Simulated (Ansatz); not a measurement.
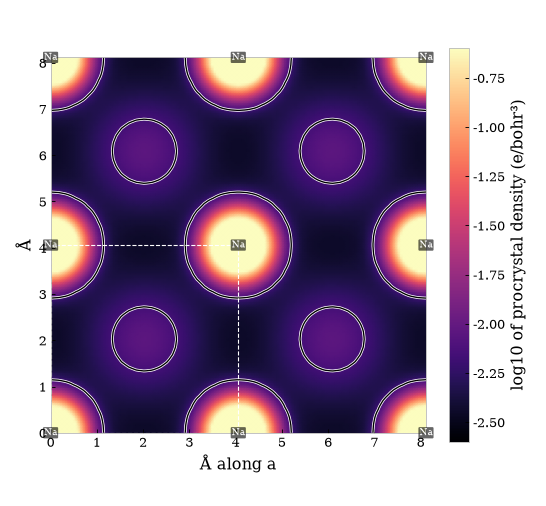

Procrystal electron density of NaI in space group Pm-3m, computed on the section y = 0.000 (parallel to a and c; the dashed line is one cell). It is the sum of the densities of spherically averaged neutral Hartree-Fock atoms, not a self-consistent density. The black line is the 0.007 e/bohr³ contour that bounds the voids. From Rb on the atoms have core potentials, so only their outer electrons count. The usual level for crystal voids is 0.002 e/bohr³; this crystal has almost no region below it, so a higher level is used, which marks the interstitial space of lowest density.

Origin of the cell: the geometry relaxed with Ansatz 0.2.0, DFT PBE, scalar-relativistic, plane waves, PAW.

Space group Pm-3m (No. 221). a = 4.058 Å, b = 4.058 Å, c = 4.058 Å, α = 90.00°, β = 90.00°, γ = 90.00°
```
atom  site  symmetry       x       y       z
  Na    1a      m-3m  0.0000  0.0000  0.0000
   I    1b      m-3m  0.5000  0.5000  0.5000
```

### What share of the cell is void by this measure?

The voids take about 39 % of the cell (26 Å³ of 66.8 Å³) and are bounded by about 61 Å² of surface per cell.

### What shape does the empty space take in three dimensions?

Where they connect, they form a three-dimensional network.

### How low does the density fall, and where?

To about 0.0035 e/bohr³ near 0.00, 0.00, 0.50 (fractional), 2.0 Å from the nearest nucleus.

### At what density do the voids first join through the crystal?

At about 0.0048 e/bohr³, as a three-dimensional network.
